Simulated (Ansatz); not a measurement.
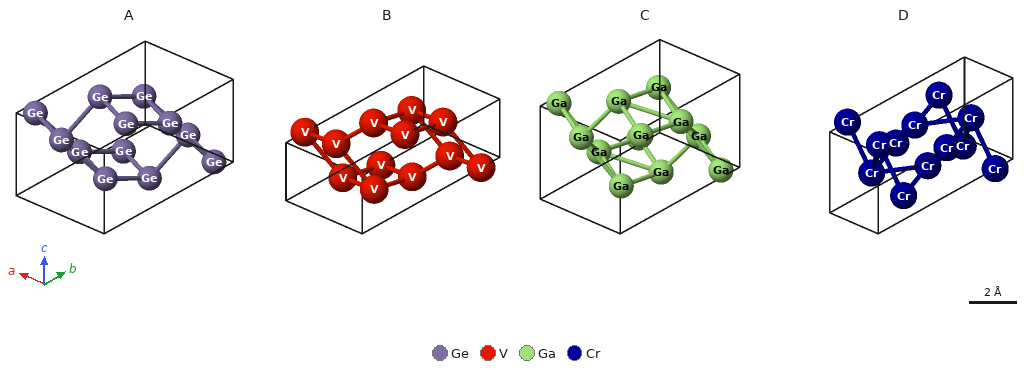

One structure type (space group Cmce for the parent) with different elements on its sites, each relaxed in cell and atoms to zero pressure (within 0.1 GPa). The picture is a ball-and-stick view of the conventional cell (2 times the calculation's cell), seen from a free direction. Lengths and directions refer to the drawn axes.

All numbers below come from DFT PBE, scalar-relativistic, plane waves, PAW in Ansatz. Set-up: plane-wave cutoff 420 eV; occupations gaussian; smearing width 0.1 eV; no spin polarisation. The k-mesh is chosen for each cell (10×10×10, 12×12×14, 12×12×10, 16×16×10).

Give the formulas, and rank the crystals by volume per atom, smallest first.

D = Cr (12.0 Å³), B = V (13.9 Å³), C = Ga (20.3 Å³), A = Ge (21.5 Å³).
